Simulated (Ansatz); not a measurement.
# The perfect armchair BP nanoribbon (N = 4, H/H2 edges), part 2 of 4

What gap, if any, does the armchair BP nanoribbon (N = 4, H/H2 edges) have, and how does it change with the functional and under strain?

Ansatz 0.2.0; DFT PBE, plane waves, PAW; relaxation of a wire's period (the session's first sound run).

So far. Step 2 (The relaxed wire): The cell's length comes to 5.590 Å with no moment.

## (3) Bands of the perfect wire

This step: DFT PBE, plane waves, PAW; channels and complex bands of a perfect wire (Ansatz 0.2.0).

At the relaxed period the Bloch states of the perfect wire are found at each energy: those that move forward count the open channels, and those that decay describe how a disturbance dies away inside the wire itself. An energy step of 0.035 eV is under the 0.039 eV that the program asks for its thermal average at 300 K.

input.yaml reads:

```yaml
crystal:
  lattice:
    - [13.76, 0.0, 0.0]
    - [0.0, 9.256, 0.0]
    - [0.0, 0.0, 5.5895162939]
  atoms:
    - { symbol: B, position: [0.337514762, 0.5, 0.996152448] }
    - { symbol: B, position: [0.568738581, 0.5, 0.004788851] }
    - { symbol: P, position: [0.34468662, 0.5, 0.320754334] }
    - { symbol: P, position: [0.573315599, 0.5, 0.33207396] }
    - { symbol: H, position: [0.743964649, 0.608656673, 0.430855654] }
    - { symbol: H, position: [0.743964649, 0.391343327, 0.430855654] }
    - { symbol: H, position: [0.25652891, 0.5, 0.449688834] }
    - { symbol: B, position: [0.457299948, 0.5, 0.497526179] }
    - { symbol: B, position: [0.700404568, 0.5, 0.486526703] }
    - { symbol: P, position: [0.454302067, 0.5, 0.834359575] }
    - { symbol: P, position: [0.69073587, 0.5, 0.835164372] }
    - { symbol: H, position: [0.26081936, 0.5, 0.895827035] }
    - { symbol: H, position: [0.745328324, 0.615983793, 0.932050118] }
    - { symbol: H, position: [0.745328324, 0.384016207, 0.932050118] }
kpoints:
  mp_grid: { grid: [1, 1, 15] }
  band_path: { path: ["Γ", Z], npoints: 50 }
scf:
  occupations: { method: fermi_dirac, width: 0.05 }
hamiltonian:
  xc: pbe
output:
  transmission:
    e_range: [-2, 2]
    de: 0.035
    kmesh: [1, 1]
    reduced_basis: true
    leads: [[0, 0]]
  dos: { e_range: [-5, 4] }
  write_potential: true
  write_density: true
  volumetric_format: npy
  elf: true
```

On the command line:

```sh
> ansatz run input.yaml --threads 8 --pin off --max-ram 16384MiB --backend cpu --events-out ev --progress --plain --runs-dir out
```

Numbers of over 12 decimals in the logs are rounded to 6 here.

Log:

```text
[...]
Crystal: 14 atoms, lattice volume = 711.895 Å³
Basis set: ecut = 420 eV, 13929 PW (Γ)
Bands: 33, of which v1, the nominal top of the filled ones, is band 19 counted from 1 (18 counted from 0)
Symmetry: 2 space group operations
[...]
k-points: 8 of 15 (time reversal used)
[...]
SCF iter   1: F=—  HF=-3741.902753 eV  |F-HF|=—  |Δ(HF+E_count)|=         —  Δρ=1.95e-3  dr2=4.50e-2  ethr=1.77e-3  ⟨swp⟩=9.6  Hψ=1824  notcnv=0  defer=34
[...]
SCF iter   8: F=-3741.907954 eV  HF=-3741.907954 eV  |F-HF|=1.28e-7  |Δ(HF+E_count)|=   4.82e-7  Δρ=2.08e-6  dr2=2.94e-8  ethr=2.63e-10  ⟨swp⟩=17.5  Hψ=1855  notcnv=0
SCF 1 converged in 8 iterations: F = -3741.907954 eV  dr2 = 2.94e-8
[...]
NSCF: frozen V_eff on 51 k-points
transmission: 7 of 42 steps passed
transmission: 14 of 42 steps passed
[...]
transmission: 42 of 42 steps passed
WARN: The output density's exchange-correlation potential varies sharply where the density is thin. Do not read a vacuum level from v_tot or v_xc, or from such a field of the output density. On a cell that repeats whose density bears no net charge and no dipole along the vacuum's axis use v_es (v_loc + v_h of the components); under efield.dipole_correction with no amplitude use v_es + v_field, which holds any externa [...]
Second SCF, for the conductance: iteration 1, dr2 3.921e-8 eV
Second SCF, for the conductance: iteration 2, dr2 1.427e-8 eV
Second SCF, for the conductance: iteration 3, dr2 2.863e-9 eV
transmission: 7 of 42 steps passed
transmission: 14 of 42 steps passed
[...]
transmission: 42 of 42 steps passed
SCF converged after 8 iterations
Free energy (F): -3741.907954 eV
[...]
Internal energy: -3741.907954 eV  (E = F + TS)
E sigma→0 (E₀):  -3741.907954 eV
Entropy (-TS):   -0.000000 eV (-0.000 meV/atom)
Fermi energy:    -2.317736 eV
[...]
--- Band table (eV; the first three rows and the last of 8) ---
  k-point 0: bands = [... 15 lower, -5.0284, -4.9461, -3.9628, -2.9783, -1.6587, -0.3835, 0.4809, 0.8615, ... 10 higher]
  k-point 1: bands = [... 15 lower, -5.0701, -4.9491, -3.9570, -3.0915, -1.5363, -0.4162, 0.4976, 0.8505, ... 10 higher]
  k-point 2: bands = [... 15 lower, -5.1742, -4.9839, -3.9442, -3.3452, -1.2581, -0.4984, 0.5456, 0.8153, ... 10 higher]
  k-point 7: bands = [... 15 lower, -5.7085, -5.1528, -4.9070, -3.6986, -1.1430, 0.5333, 0.6258, 0.7728, ... 10 higher]
--- Transmission ---
  basis      : 1115 plane waves across, 7 finite elements along
  points     : 1, standing for a mesh of 1 x 1
  filling    : by a second SCF (3 iterations) under fermi_dirac of width 0.025852 eV on a mesh of 1 x 1 x 29, whose Fermi level is -2.318047 eV
  energies   : 115 from -2.000000 to 1.990000 eV about the Fermi level, 0.035000 eV apart; the leads are filled to 0.000000 eV, and channels, transmission and decay are at -0.005000 eV
  crystal 0  : P4H6B4, at the sites [0, 0], period 5.5895 Å: whole cells are its period
    offset         : up to 0.0000 Å between an atom of the period and one for which it stands
    filled         : 0.2 meV over the level at which it is neutral
    channels       : 0.000000e0 a spin
    conductance    : 1.0059e3 S/m² at 300 K; may be off by some 0.4 % by where its bands' edges are placed, 0.0 % from the distance to neutral
    slowest decay  : 0.1183 /Å at (0.0000, 0.0000)
```

Run time: 3.9 min. Hardware: 8 threads of Arm Neoverse V1, shared host; peak memory 2.5 GiB; 22 min of CPU time.

Numbers from this step:

| Quantity | Value |
| --- | --- |
| channels at the energy nearest the Fermi level, one spin | 0 |
| conductance of the lead as this run defines it | 1.65e-11 G₀ |
| slowest decay in the lead at the energy nearest the Fermi level | 0.1183 Å⁻¹ |
| band gap | 1.320 eV |

The open channels of the lead, one spin by energy, zero at the Fermi level:

```csv
energy (eV),"open channels of the lead, one spin"
-2.000,1
-1.510,0
-0.985,1
-0.495,0
-0.005,0
0.485,0
1.010,1
1.500,0
```

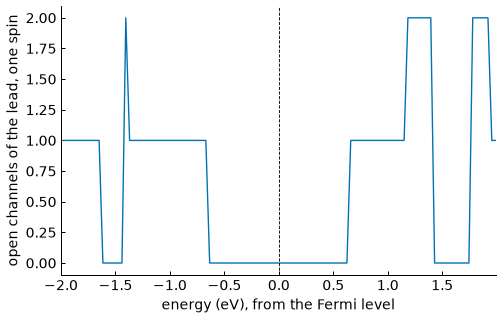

Open channels of the lead, one spin, plotted against energy.

The slowest values at each energy, most degenerate partners merged, listed up to 1.5 1/Å. The Im kz of the slowest decaying states by energy, zero at the Fermi level:

```csv
energy (eV),decay 1 (Å⁻¹),decay 2 (Å⁻¹),decay 3 (Å⁻¹),decay 4 (Å⁻¹)
-2.0000,0.296,0.332,0.336,0.405
-1.7550,0.266,0.320,0.341,0.370
-1.5100,0.0860,0.337,0.348,0.395
-1.2650,0.228,0.350,0.353,0.415
-0.9850,0.344,0.356,0.360,0.432
-0.7400,0.357,0.366,0.381,0.443
-0.4950,0.0799,0.356,0.370,0.395
-0.2500,0.110,0.353,0.372,0.394
-0.0050,0.118,0.349,0.372,0.381
0.2400,0.110,0.343,0.358,0.370
0.4850,0.0795,0.323,0.336,0.366
0.7650,0.263,0.325,0.360,0.445
1.0100,0.175,0.313,0.352,0.438
1.2550,0.299,0.342,0.427,0.513
1.5000,0.0493,0.283,0.329,0.415
1.7450,0.0199,0.264,0.314,0.399
```

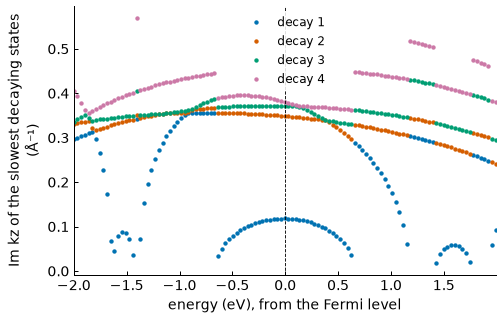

Im kz of the slowest decaying states, plotted against energy.

Electronic bands along the path, in eV, zero at the Fermi level:

```csv
point,band 16,band 17,band 18,band 19,band 20,band 21,band 22,band 23
Γ,-2.71,-2.63,-1.65,-0.66,0.66,1.93,2.80,3.18
Z,-3.41,-2.75,-2.68,-1.38,1.17,2.85,3.05,3.08
```

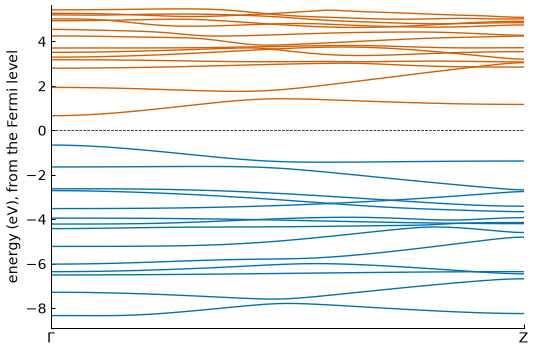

Electronic bands along the path; lines of filled and empty bands in two colours.

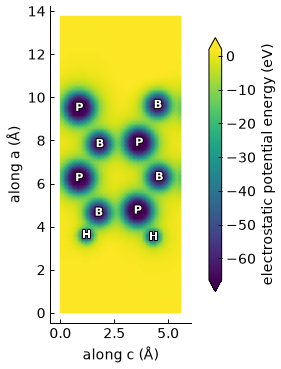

Electrostatic potential energy in the ca plane at fractional y = 0.500, with atoms of B and P and H within 0.2 Å of it. With pseudopotentials it is smooth inside the atoms' cores, unlike the true potential. The map starts off the cell's origin, so that atoms lie inside it.

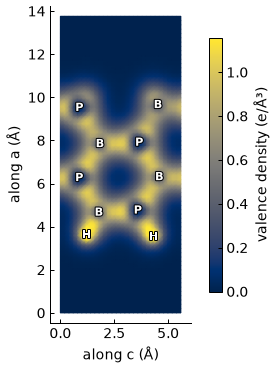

Valence density in the ca plane at fractional y = 0.500, with atoms of B and P and H within 0.2 Å of it. It is the smooth field of the valence electrons, not physical close to the nuclei. The map starts off the cell's origin, so that atoms lie inside it.

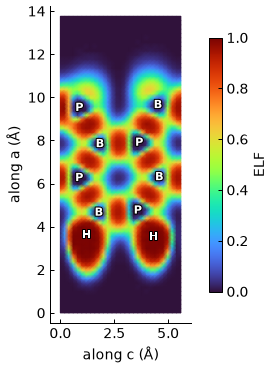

ELF in the ca plane at fractional y = 0.500, with atoms of B and P and H within 0.2 Å of it. It is the smooth field of the valence electrons, not physical close to the nuclei. The map starts off the cell's origin, so that atoms lie inside it.

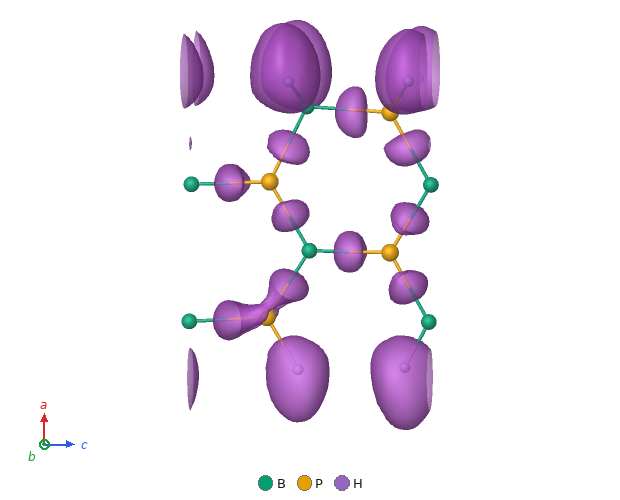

Surface of ELF = 0.85.

By hand: a barrier of this wire, of length L, would pass T ∝ exp(−2κL) at this energy; with κ = 0.118 Å⁻¹ one decade takes ln 10 / (2κ) = 9.73 Å.

At the computed energy nearest the Fermi level there are 0 channels a spin, and the thermal average gives 1.7e-11 G₀; the gap is 1.32 eV.

## (4) Levels at the same atoms, level LDA, cutoff 420 eV

This step: DFT LDA, plane waves, PAW; bands of a perfect wire at the PBE geometry (Ansatz 0.2.0).

The atoms stay at the PBE geometry and the functional changes. At fixed atoms LDA and the gradient-corrected functionals usually give like bands; this run checks that. Against the first PBE run of this kind, the mesh along the wire has 11 points against 15.

Changes to input.yaml since step 3:

```diff
@@ -21,3 +21,3 @@
 kpoints:
-  mp_grid: { grid: [1, 1, 15] }
+  mp_grid: { grid: [1, 1, 11] }
   band_path: { path: ["Γ", Z], npoints: 50 }
@@ -26,14 +26,2 @@
 hamiltonian:
-  xc: pbe
-output:
-  transmission:
-    e_range: [-2, 2]
-    de: 0.035
-    kmesh: [1, 1]
-    reduced_basis: true
-    leads: [[0, 0]]
-  dos: { e_range: [-5, 4] }
-  write_potential: true
-  write_density: true
-  volumetric_format: npy
-  elf: true
+  xc: lda
```

Log:

```text
[...]
Crystal: 14 atoms, lattice volume = 711.895 Å³
Basis set: ecut = 420 eV, 13929 PW (Γ)
Bands: 33, of which v1, the nominal top of the filled ones, is band 19 counted from 1 (18 counted from 0)
Symmetry: 2 space group operations
[...]
k-points: 6 of 11 (time reversal used)
[...]
SCF iter   1: F=—  HF=-3595.417425 eV  |F-HF|=—  |Δ(HF+E_count)|=         —  Δρ=4.07e-3  dr2=1.24e-1  ethr=1.77e-3  ⟨swp⟩=10.2  Hψ=1437  notcnv=0  defer=24
[...]
SCF iter   8: F=-3595.398006 eV  HF=-3595.398006 eV  |F-HF|=3.78e-8  |Δ(HF+E_count)|=   5.36e-7  Δρ=2.53e-6  dr2=8.50e-8  ethr=2.63e-10  ⟨swp⟩=17.2  Hψ=1390  notcnv=0
SCF 1 converged in 8 iterations: F = -3595.398006 eV  dr2 = 8.50e-8
[...]
SCF converged after 8 iterations
Free energy (F): -3595.398006 eV
[...]
Internal energy: -3595.398005 eV  (E = F + TS)
E sigma→0 (E₀):  -3595.398005 eV
Entropy (-TS):   -0.000001 eV (-0.000 meV/atom)
Fermi energy:    -2.483897 eV
[...]
--- Band table (eV; the first three rows and the last of 6) ---
  k-point 0: bands = [... 15 lower, -5.1802, -5.0600, -4.1198, -3.1193, -1.8490, -0.5628, 0.3403, 0.6650, ... 10 higher]
  k-point 1: bands = [... 15 lower, -5.2411, -5.0808, -4.1087, -3.3209, -1.6302, -0.6249, 0.3704, 0.6451, ... 10 higher]
  k-point 2: bands = [... 15 lower, -5.4111, -5.1727, -4.0986, -3.6974, -1.2139, -0.7497, 0.4489, 0.5928, ... 10 higher]
  k-point 5: bands = [... 15 lower, -5.8259, -5.3476, -5.0213, -3.8422, -1.3358, 0.3161, 0.3768, 0.5910, ... 10 higher]
```

Wall time 13 s (8 threads); peak memory 1.8 GiB; 1.8 min of CPU time.

Numbers from this step:

```
band gap : 1.270 eV
```

The electronic bands at the labelled points (eV, zero at the Fermi level):

```csv
point,band 16,band 17,band 18,band 19,band 20,band 21,band 22,band 23
Γ,-2.70,-2.58,-1.64,-0.64,0.63,1.92,2.82,3.15
Z,-3.38,-2.74,-2.68,-1.35,1.14,2.80,3.02,3.05
```

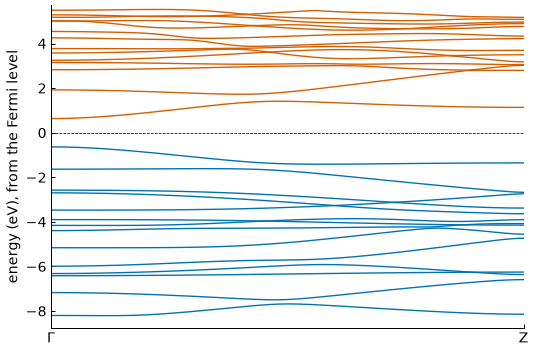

Electronic bands along the path; lines of filled and empty bands in two colours.

The gap is 1.27 eV, against 1.32 eV under PBE at the relaxed period.

## (5) Another level of theory, level PBEsol, cutoff 420 eV

This step: DFT PBEsol, plane waves, PAW; bands of a perfect wire at the PBE geometry (Ansatz 0.2.0).

The atoms stay at the PBE geometry and the functional changes. At fixed atoms LDA and the gradient-corrected functionals usually give like bands; this run checks that. Against the first PBE run of this kind, the mesh along the wire has 11 points against 15.

Changes to input.yaml since step 4:

```diff
@@ -26,2 +26,2 @@
 hamiltonian:
-  xc: lda
+  xc: pbesol
```

Log:

```text
[...]
Crystal: 14 atoms, lattice volume = 711.895 Å³
Basis set: ecut = 420 eV, 13929 PW (Γ)
Bands: 33, of which v1, the nominal top of the filled ones, is band 19 counted from 1 (18 counted from 0)
Symmetry: 2 space group operations
[...]
k-points: 6 of 11 (time reversal used)
[...]
--- Band table (eV; the first three rows and the last of 6) ---
  k-point 0: bands = [... 15 lower, -5.0218, -4.9205, -3.9791, -2.9872, -1.6900, -0.4039, 0.5190, 0.8448, ... 10 higher]
  k-point 1: bands = [... 15 lower, -5.0889, -4.9367, -3.9685, -3.1867, -1.4731, -0.4642, 0.5496, 0.8215, ... 10 higher]
  k-point 2: bands = [... 15 lower, -5.2644, -5.0266, -3.9598, -3.5613, -1.0589, -0.5836, 0.6290, 0.7618, ... 10 higher]
  k-point 5: bands = [... 15 lower, -5.6853, -5.2115, -4.8841, -3.7083, -1.1667, 0.4832, 0.5467, 0.7525, ... 10 higher]
[key lines of the parts left out:]
SCF converged after 8 iterations
Free energy (F): -3664.134933 eV
Fermi energy:    -2.338356 eV
```

The job ended after 14 s (8 threads; peak memory 1.8 GiB).

The gap is 1.30 eV, against 1.32 eV under PBE at the relaxed period.

## (6) Levels at the same atoms, level r2SCAN, cutoff 500 eV

This step: DFT r2SCAN, plane waves, PAW; bands of a perfect wire at the PBE geometry (Ansatz 0.2.0).

The atoms stay at the PBE geometry and the functional changes. r2SCAN also reads the kinetic-energy density; it often gives larger moments and wider gaps than PBE, at a higher cost. Against the first PBE run of this kind, the cutoff is 500 eV against 420 and the mesh along the wire has 11 points against 15.

Changes to input.yaml since step 5:

```diff
@@ -26,2 +26,2 @@
 hamiltonian:
-  xc: pbesol
+  xc: r2scan
```

Log:

```text
[...]
Crystal: 14 atoms, lattice volume = 711.895 Å³
Basis set: ecut = 500 eV, 18031 PW (Γ), exchange–correlation on 432×288×180 points (64 copies of the dense FFT grid, shifted against one another)
Bands: 33, of which v1, the nominal top of the filled ones, is band 19 counted from 1 (18 counted from 0)
Symmetry: 2 space group operations
[...]
k-points: 6 of 11 (time reversal used)
[...]
--- Band table (eV; the first three rows and the last of 6) ---
  k-point 0: bands = [... 15 lower, -5.2474, -5.1767, -4.1269, -3.1000, -1.5959, -0.2507, 0.8966, 1.1935, ... 10 higher]
  k-point 1: bands = [... 15 lower, -5.3316, -5.1830, -4.1168, -3.3002, -1.3771, -0.3128, 0.9272, 1.1644, ... 10 higher]
  k-point 2: bands = [... 15 lower, -5.5236, -5.2734, -4.1103, -3.6870, -0.9519, -0.4294, 0.9888, 1.1006, ... 10 higher]
  k-point 5: bands = [... 15 lower, -5.9508, -5.4354, -5.0834, -3.8534, -1.0571, 0.7698, 0.7823, 1.0367, ... 10 higher]
[key lines of the parts left out:]
SCF converged after 8 iterations
Free energy (F): -3758.890477 eV
Fermi energy:    -2.347705 eV
```

It took 30 s on 8 threads; peak memory 3.1 GiB.

The gap is 1.50 eV, against 1.32 eV under PBE at the relaxed period.

## (7) Levels at the same atoms, level HSE06, cutoff 420 eV

This step: DFT HSE06, plane waves, PAW; levels of a perfect wire at the PBE geometry (Ansatz 0.2.0).

The atoms stay at the PBE geometry and the functional changes. HSE06 mixes in a quarter of short-range exact exchange, which removes part of the self-interaction that closes gaps; it is dear, so the mesh is thinner and no path is run. Against the first PBE run of this kind, the mesh along the wire has 6 points against 15.

Changes to input.yaml since step 6:

```diff
@@ -21,4 +21,3 @@
 kpoints:
-  mp_grid: { grid: [1, 1, 11] }
-  band_path: { path: ["Γ", Z], npoints: 50 }
+  mp_grid: { grid: [1, 1, 6] }
 scf:
@@ -26,2 +25,2 @@
 hamiltonian:
-  xc: r2scan
+  xc: hse06
```

Log:

```text
exact exchange: scf.exx.singularity resolves to wigner_seitz, which cuts the screened interaction at the faces of the exchange supercell's Wigner-Seitz cell, so that each pair interacts once, at the shortest of its separations (the periodic images that this leaves out come, for a point-like exchange hole, to about 0.005 eV on a filled level). The cut falls within the interaction's reach, and what an exchange supercel [...]
[...]
Crystal: 14 atoms, lattice volume = 711.895 Å³
[...]
E sigma→0 (E₀):  -3744.393695 eV
Fermi energy:    -2.369225 eV
[...]
--- Band table (eV) ---
  k-point 0: bands = [... 15 lower, -5.7420, -5.6822, -4.4246, -3.2929, -1.4456]
  k-point 1: bands = [... 15 lower, -5.9950, -5.7521, -4.4014, -3.8532, -0.8372]
  k-point 2: bands = [... 15 lower, -6.2401, -6.1512, -4.8763, -4.1865, -0.6928]
  k-point 3: bands = [... 15 lower, -6.5168, -5.7327, -5.5810, -4.1451, -0.8560]
  guard bands above this table: 13 of the run's 33 bands. The solve was not asked for them (output.publish_guard_bands: true or output.eigenvalues: true publishes all)
[key lines of the parts left out:]
Free energy (F): -3744.393695 eV
```

It took 19 s on 8 threads; peak memory 1.5 GiB.

The gap is 1.85 eV, against 1.32 eV under PBE at the relaxed period.

## (8) Side by side

Times are for 8 threads of Arm Neoverse V1, shared host. The runs compared:

```csv
no.,level,band gap (eV),time,memory (GiB)
1,LDA,1.270,13 s,1.8
2,PBEsol,1.297,14 s,1.8
3,r2SCAN,1.504,30 s,3.1
4,HSE06,1.847,19 s,1.5
```

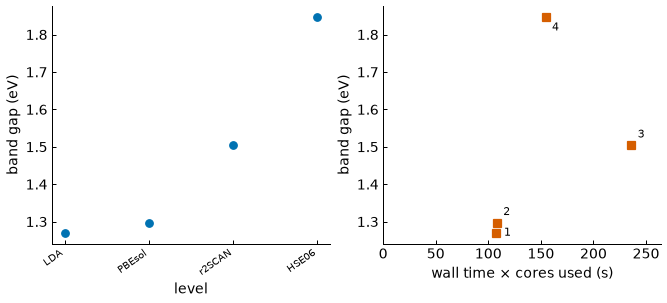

The series as plots; the last panel sets the first result against cost, with the runs numbered as in the table.

(Part 2 of 4 ends here.)

[Logs are printed without paths, hosts, clocks, repeated set-up lines and the standing remarks that a program may print on its own settings, such as how far it seeks lower states.]

[Hosts, paths, dates, database ids (printed as entryN), source tags and the programs' standing remarks are cut or masked in the printed files.]
